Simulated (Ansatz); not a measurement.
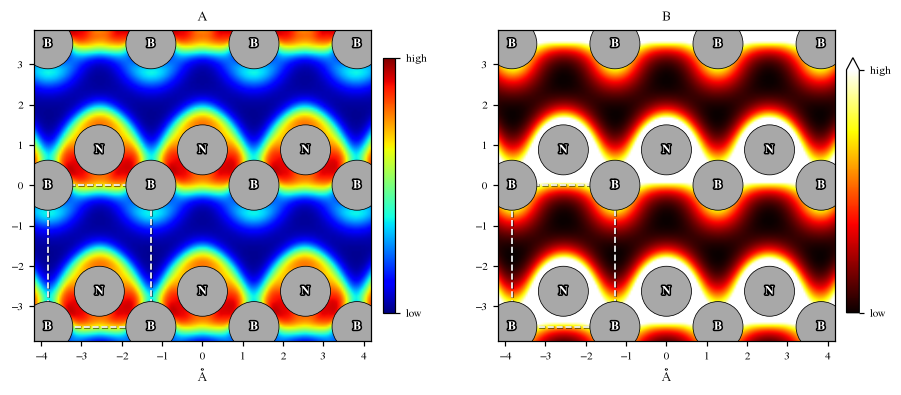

BN: 2 fields on the (100) plane of the conventional cell, with unlabelled colour scales. Grey discs cover the atomic cores.

Space group I-4m2; computed pressure about 15 GPa in this cell.

Method: DFT, PBE, plane-wave PAW, default files, scalar-relativistic, frozen cores in Ansatz 0.2.0.

```
CELL_PARAMETERS angstrom
1.80750 -1.80750 0.00000
1.80750 1.80750 0.00000
0.00000 0.00000 3.50655
ATOMIC_POSITIONS crystal
B 0.00000 0.00000 0.00000
B 0.50000 0.50000 0.50000
N 0.00000 0.50000 0.25000
N 0.50000 0.00000 0.75000
```

**The panels show electron localisation function and valence pseudo-density in some order. Assign them.**

Panel A: electron localisation function. Panel B: valence pseudo-density. From the grid: B–N (1.55 Å): ρ is about 1.5 e/Å³ halfway; the ELF peaks at about 0.95 between the atoms (a polar covalent bond).
